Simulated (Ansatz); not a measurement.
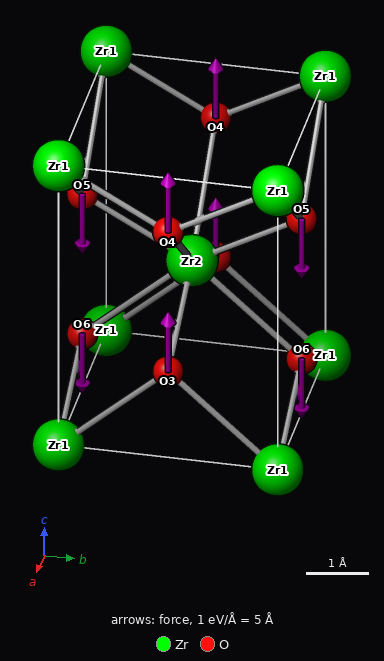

Starting geometry of crystalline ZrO2 (set up in P4_2/nmc) with the computed forces as purple arrows. The picture is a ball-and-stick view of the cell of the calculation, seen from a free direction.

Case: equal strain along all axes, cell held, atoms relaxed: +1.5 %.

All numbers below come from DFT PBE, scalar-relativistic, plane waves, PAW in Ansatz. (plane-wave cutoff 420 eV; k-point mesh 6 × 6 × 4; occupations gaussian; smearing width 0.02 eV; no spin polarisation; atoms relaxed in a fixed cell; force threshold 0.008 eV/Å; at most 40 steps)

### Is this structure relaxed? If not, where do the atoms go?

It isn't relaxed: the largest force vector, on O atoms, is 0.24 eV/Å. The atoms end up moving mostly along the starting forces (cosine between the two patterns 1.00). The energy falls by 3.9 meV per atom in 3 geometry steps. The largest force component goes from 0.24 to 0.00015 eV/Å. The largest moves, 0.048 Å, are those of O3, O4, O5 and O6. O6 goes along −c. Zr stays in place. The cell doesn't change. Some distances before and after: Zr1–O3 2.468 → 2.500 Å, Zr1–O4 2.108 → 2.085 Å. Among the angles between lasting bonds that change: Zr2–O3–Zr2 121.3° → 123.6°. The space group stays P4_2/nmc (No. 137). The run took 6.5 s on 1 thread of Intel(R) Xeon(R) 6975P-C (Granite Rapids) (shared host), peak memory 0.42 GiB.
